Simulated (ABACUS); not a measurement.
# Mo: geometry relaxation (part 1 of 2)

The run: geometry relaxation of Mo (Im-3m, 1 atom in the cell). Method and program: Kohn-Sham DFT of a periodic cell, WC, PseudoDojo NC SR 0.4 PBEsol stringent, no spin polarisation (ABACUS 3.10.1).

The structure derives from a Materials Project entry.

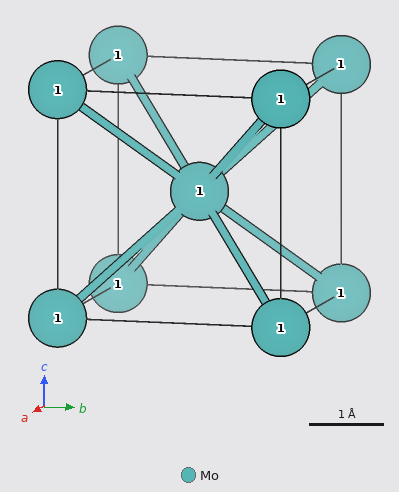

Fig. 1: The input geometry (ball-and-stick view of the cell 2 times as large as that of the calculation, set on its symmetry axes, seen slightly off an axis; atoms are numbered from 1 in the order of the input).

**Summary**

- outcome: converged
- space group (tolerance 0.01 Å): Im-3m (229)
- electrons treated: 14
- free energy: −1913.5115 eV
- Fermi energy: 21.716 eV
- gap on the k-point mesh: none (metallic)
- pressure: −0.03 GPa
- final volume: 15.41 Å³
- largest force (length of the vector) at the end: under 0.001 eV/Å
- final cell: a = 2.715 Å, b = 2.715 Å, c = 2.715 Å, α = 109.47°, β = 109.47°, γ = 109.47°
- hardware: 4 threads of Intel Xeon @ 2.90GHz (Ice Lake), 16 GiB of memory available, shared host
- wall time: 20 s (CPU time 74 s)
- peak memory: 0.36 GiB

**The input**
```python
"""Relaxation by an ASE optimiser with ABACUS as a small file-based calculator."""
import re
import subprocess
import spglib
from ase import Atoms
import numpy as np
from ase.calculators.calculator import Calculator, all_changes
from ase.filters import FrechetCellFilter
from ase.io import read
from ase.optimize import BFGS
from ase.stress import full_3x3_to_voigt_6_stress
from ase.units import Bohr, GPa

atoms = read("Mo.cif")
cell, frac, numbers = spglib.standardize_cell((atoms.cell[:], atoms.get_scaled_positions(), atoms.numbers), to_primitive=True, symprec=1e-4)
atoms = Atoms(numbers=numbers, cell=cell, scaled_positions=frac, pbc=True)  # the primitive cell
atoms = atoms[(-atoms.numbers).argsort(kind="stable")]  # ABACUS lists atoms element by element
pseudo = {'Mo': 'Mo.upf'}
orbital = {}
magmoms = None
kmesh = [10, 10, 10]
params = {
    'suffix': 'Mo',
    'calculation': 'scf',
    'basis_type': 'pw',
    'pseudo_dir': './',
    'symmetry': 1,
    'dft_functional': 'wc',
    'ecutwfc': 81,
    'pseudo_rcut': 10,
    'nspin': 1,
    'nbands': 11,
    'ks_solver': 'dav',
    'smearing_method': 'fd',
    'smearing_sigma': 0.00367493,
    'scf_thr': 1e-08,
    'scf_nmax': 100,
    'mixing_type': 'broyden',
    'mixing_beta': 0.7,
    'cal_force': 1,
    'cal_stress': 1,
    'kpar': 4,
}


def write_input(atoms):
    symbols = atoms.get_chemical_symbols()
    elements = list(dict.fromkeys(symbols))
    lines = ["ATOMIC_SPECIES"] + [f"{e} {atoms.get_masses()[symbols.index(e)]:.4f} {pseudo[e]}" for e in elements]
    if orbital:
        lines += ["", "NUMERICAL_ORBITAL"] + [orbital[e] for e in elements]
    lines += ["", "LATTICE_CONSTANT", f"{1 / Bohr:.10f}", "", "LATTICE_VECTORS"]
    lines += [" ".join(f"{x:.10f}" for x in v) for v in atoms.cell]
    lines += ["", "ATOMIC_POSITIONS", "Direct"]
    for e in elements:
        lines += ["", e, "0.0", str(symbols.count(e))]
        for i, p in enumerate(atoms.get_scaled_positions(wrap=False)):
            if symbols[i] == e:
                mag = "" if magmoms is None else " mag " + " ".join(str(x) for x in (magmoms[i] if isinstance(magmoms[i], list) else [magmoms[i]]))
                lines.append(" ".join(f"{x:.10f}" for x in p) + " 1 1 1" + mag)
    open("STRU", "w").write("\n".join(lines) + "\n")
    open("KPT", "w").write("K_POINTS\n0\nGamma\n%d %d %d 0 0 0\n" % tuple(kmesh))
    open("INPUT", "w").write("INPUT_PARAMETERS\n" + "".join(f"{k:<20s}{v}\n" for k, v in params.items()))


class Abacus(Calculator):
    implemented_properties = ["energy", "free_energy", "forces", "stress"]

    def calculate(self, atoms=None, properties=("energy",), system_changes=all_changes):
        super().calculate(atoms, properties, system_changes)
        write_input(self.atoms)
        subprocess.run(['mpirun', '-np', '4', 'abacus'], check=True)
        log = open("OUT.Mo/running_scf.log").read()
        if "charge density convergence is achieved" not in log:
            raise RuntimeError("SCF not converged")
        rows = lambda title, n: np.array([l.split()[-3:] for l in log.split(title)[-1].split("\n")[2:2 + n]], float)
        energy = float(re.findall(r"FINAL_ETOT_IS (\S+)", log)[-1])
        stress = -rows("TOTAL-STRESS", 3) / 10 * GPa  # ABACUS prints kbar, compression positive
        self.results = dict(energy=energy, free_energy=energy, forces=rows("TOTAL-FORCE", len(self.atoms)), stress=full_3x3_to_voigt_6_stress(stress))


atoms.calc = Abacus()
opt = BFGS(FrechetCellFilter(atoms), logfile="opt.log", trajectory="relax.traj")
print("optimiser converged:", opt.run(fmax=0.01, steps=60))
```

**File Mo.cif**
```
data_Mo
_cell_length_a 3.16761794
_cell_length_b 3.16761794
_cell_length_c 3.16761794
_cell_angle_alpha 90.00000000
_cell_angle_beta 90.00000000
_cell_angle_gamma 90.00000000
_space_group_name_H-M_alt 'Im-3m'
_space_group_name_Hall '-I 4 2 3'
_space_group_IT_number 229
loop_
_space_group_symop_operation_xyz
'x,y,z'
'-x,-y,-z'
'-y,x,z'
'y,-x,-z'
'-x,-y,z'
'x,y,-z'
'y,-x,z'
'-y,x,-z'
'x,-y,-z'
'-x,y,z'
'-y,-x,-z'
'y,x,z'
'-x,y,-z'
'x,-y,z'
'y,x,-z'
'-y,-x,z'
'z,x,y'
'-z,-x,-y'
'z,-y,x'
'-z,y,-x'
'z,-x,-y'
'-z,x,y'
'z,y,-x'
'-z,-y,x'
'-z,x,-y'
'z,-x,y'
'-z,-y,-x'
'z,y,x'
'-z,-x,y'
'z,x,-y'
'-z,y,x'
'z,-y,-x'
'y,z,x'
'-y,-z,-x'
'x,z,-y'
'-x,-z,y'
'-y,z,-x'
'y,-z,x'
'-x,z,y'
'x,-z,-y'
'-y,-z,x'
'y,z,-x'
'-x,-z,-y'
'x,z,y'
'y,-z,-x'
'-y,z,x'
'x,-z,y'
'-x,z,-y'
'x+1/2,y+1/2,z+1/2'
'-x+1/2,-y+1/2,-z+1/2'
'-y+1/2,x+1/2,z+1/2'
'y+1/2,-x+1/2,-z+1/2'
'-x+1/2,-y+1/2,z+1/2'
'x+1/2,y+1/2,-z+1/2'
'y+1/2,-x+1/2,z+1/2'
'-y+1/2,x+1/2,-z+1/2'
'x+1/2,-y+1/2,-z+1/2'
'-x+1/2,y+1/2,z+1/2'
'-y+1/2,-x+1/2,-z+1/2'
'y+1/2,x+1/2,z+1/2'
'-x+1/2,y+1/2,-z+1/2'
'x+1/2,-y+1/2,z+1/2'
'y+1/2,x+1/2,-z+1/2'
'-y+1/2,-x+1/2,z+1/2'
'z+1/2,x+1/2,y+1/2'
'-z+1/2,-x+1/2,-y+1/2'
'z+1/2,-y+1/2,x+1/2'
'-z+1/2,y+1/2,-x+1/2'
'z+1/2,-x+1/2,-y+1/2'
'-z+1/2,x+1/2,y+1/2'
'z+1/2,y+1/2,-x+1/2'
'-z+1/2,-y+1/2,x+1/2'
'-z+1/2,x+1/2,-y+1/2'
'z+1/2,-x+1/2,y+1/2'
'-z+1/2,-y+1/2,-x+1/2'
'z+1/2,y+1/2,x+1/2'
'-z+1/2,-x+1/2,y+1/2'
'z+1/2,x+1/2,-y+1/2'
'-z+1/2,y+1/2,x+1/2'
'z+1/2,-y+1/2,-x+1/2'
'y+1/2,z+1/2,x+1/2'
'-y+1/2,-z+1/2,-x+1/2'
'x+1/2,z+1/2,-y+1/2'
'-x+1/2,-z+1/2,y+1/2'
'-y+1/2,z+1/2,-x+1/2'
'y+1/2,-z+1/2,x+1/2'
'-x+1/2,z+1/2,y+1/2'
'x+1/2,-z+1/2,-y+1/2'
'-y+1/2,-z+1/2,x+1/2'
'y+1/2,z+1/2,-x+1/2'
'-x+1/2,-z+1/2,-y+1/2'
'x+1/2,z+1/2,y+1/2'
'y+1/2,-z+1/2,-x+1/2'
'-y+1/2,z+1/2,x+1/2'
'x+1/2,-z+1/2,y+1/2'
'-x+1/2,z+1/2,-y+1/2'
loop_
_atom_site_label
_atom_site_type_symbol
_atom_site_symmetry_multiplicity
_atom_site_Wyckoff_symbol
_atom_site_fract_x
_atom_site_fract_y
_atom_site_fract_z
_atom_site_occupancy
Mo1 Mo 2 a 0.0000000000 0.0000000000 0.0000000000 1
```

**File INPUT**
```
INPUT_PARAMETERS
suffix              Mo
calculation         scf
basis_type          pw
pseudo_dir          ./
symmetry            1
dft_functional      wc
ecutwfc             81
pseudo_rcut         10
nspin               1
nbands              11
ks_solver           dav
smearing_method     fd
smearing_sigma      0.00367493
scf_thr             1e-08
scf_nmax            100
mixing_type         broyden
mixing_beta         0.7
cal_force           1
cal_stress          1
kpar                4
```

**File STRU**
```
ATOMIC_SPECIES
Mo 95.9500 Mo.upf

LATTICE_CONSTANT
1.8897261258

LATTICE_VECTORS
-1.5675442173 1.5675442173 1.5675442173
1.5675442173 -1.5675442173 1.5675442173
1.5675442173 1.5675442173 -1.5675442173

ATOMIC_POSITIONS
Direct

Mo
0.0
1
0.0000000000 0.0000000000 0.0000000000 1 1 1
```

**File KPT**
```
K_POINTS
0
Gamma
10 10 10 0 0 0
```

Launch command:
```bash
OMP_NUM_THREADS=1 python run_abacus.py > log
```

**The program's output**
```
ABACUS v3.10.1

               Atomic-orbital Based Ab-initio Computation at UStc

 ------------------------------------------------------------------------------------

 READING GENERAL INFORMATION
                           global_out_dir = OUT.Mo/
                           global_in_card = INPUT
                               pseudo_dir = ./
                              orbital_dir =
                                    DSIZE = 4
                                    GSIZE = 1

 READING UNITCELL INFORMATION
                                    ntype = 1
                  lattice constant (Bohr) = 1.88973
              lattice constant (Angstrom) = 1

 READING ATOM TYPE 1
                               atom label = Mo
                      L=0, number of zeta = 1
                      L=1, number of zeta = 1
                      L=2, number of zeta = 1
             number of atom for this type = 1

                        TOTAL ATOM NUMBER = 1
DIRECT COORDINATES
    atom                   x                   y                   z     mag                  vx                  vy                  vz
taud_Mo1            0.0000000000        0.0000000000        0.0000000000  0.0000        0.0000000000        0.0000000000        0.0000000000

                          Volume (Bohr^3) = 103.972
                             Volume (A^3) = 15.407

 Lattice vectors: (Cartesian coordinate: in unit of a_0)
             -1.56754            +1.56754            +1.56754
             +1.56754            -1.56754            +1.56754
             +1.56754            +1.56754            -1.56754
 Reciprocal vectors: (Cartesian coordinate: in unit of 2 pi/a_0)
                   +0            +0.31897            +0.31897
             +0.31897                  +0            +0.31897
             +0.31897            +0.31897                  +0
 The esolver type has been set to : ksdft_pw

                PAO radial cut off (Bohr) = 10

 Read in pseudopotential file is Mo.upf
                     pseudopotential type = NC
          exchange-correlation functional = PBESOL
                 nonlocal core correction = 1
                        valence electrons = 14
                                     lmax = 2
                           number of zeta = 4
                     number of projectors = 6
                           L of projector = 0
                           L of projector = 0
                           L of projector = 1
                           L of projector = 1
                           L of projector = 2
                           L of projector = 2
 XC functional updated to : wc
          exchange-correlation functional = WC
     initial pseudo atomic orbital number = 10

 SETUP THE ELECTRONS NUMBER
            electron number of element Mo = 14
      total electron number of element Mo = 14
            AUTOSET number of electrons:  = 14
                           occupied bands = 7
                                   NBANDS = 11
                                   NLOCAL = 9

%%%%%%%%%%%%%%%%%%%%%%%%%%%%%%%%%%%%%%%%%%%%%%%%%%%%%%%%%%%%%%%%%%%%%%%%%%%%%%%%%%%%%%%%%%%%%%%%%%%%%%%%%%
 Warning: the number of valence electrons in pseudopotential > 6 for Mo: [Kr] 4d5 5s1
 Pseudopotentials with additional electrons can yield (more) accurate outcomes, but may be less efficient.
 If you're confident that your chosen pseudopotential is appropriate, you can safely ignore this warning.
%%%%%%%%%%%%%%%%%%%%%%%%%%%%%%%%%%%%%%%%%%%%%%%%%%%%%%%%%%%%%%%%%%%%%%%%%%%%%%%%%%%%%%%%%%%%%%%%%%%%%%%%%%

 SETUP THE PLANE WAVE BASIS
 energy cutoff for charge/potential (unit:Ry) = 324
            fft grid for charge/potential = [ 30, 30, 30 ]
                        fft grid division = [ 1, 1, 1 ]
        big fft grid for charge/potential = [ 30, 30, 30 ]
                                     nbxx = 27000
                                     nrxx = 27000

 SETUP PLANE WAVES FOR CHARGE/POTENTIAL
                    number of plane waves = 10185
                         number of sticks = 637

 PARALLEL PW FOR CHARGE/POTENTIAL
     PROC   COLUMNS(POT)             PW
        1            637          10185
 --------------- sum -------------------
        1            637          10185
                            number of |g| = 134
                                  max |g| = 29.3017
                                  min |g| = 0

----------- Double Check Mixing Parameters Begin ------------
mixing_type: broyden
mixing_beta: 0.7
mixing_gg0: 1
mixing_gg0_min: 0.1
mixing_ndim: 8
----------- Double Check Mixing Parameters End ------------

 LATTICE VECTORS: (CARTESIAN COORDINATE: IN UNIT OF A0)
             -1.56754            +1.56754            +1.56754
             +1.56754            -1.56754            +1.56754
             +1.56754            +1.56754            -1.56754
                       right hand lattice = 1
                                   NORM_A = 2.71507
                                   NORM_B = 2.71507
                                   NORM_C = 2.71507
                           ALPHA (DEGREE) = 109.471
                           BETA  (DEGREE) = 109.471
                           GAMMA (DEGREE) = 109.471

 The lattice vectors have been changed (STRU_SIMPLE.cif)

(for optimal symmetric configuration:)
                             BRAVAIS TYPE = 2
                     BRAVAIS LATTICE NAME = 02. Cubic I (body-centered)
                                    ibrav = 2
                                    IBRAV = 2
                                  BRAVAIS = BODY CENTERED CUBIC
                       LATTICE CONSTANT A = 3.13509
Original cell was already a primitive cell.
                        ROTATION MATRICES = 48
              PURE POINT GROUP OPERATIONS = 48
                   SPACE GROUP OPERATIONS = 48
                              POINT GROUP = O_h
               POINT GROUP IN SPACE GROUP = O_h
```
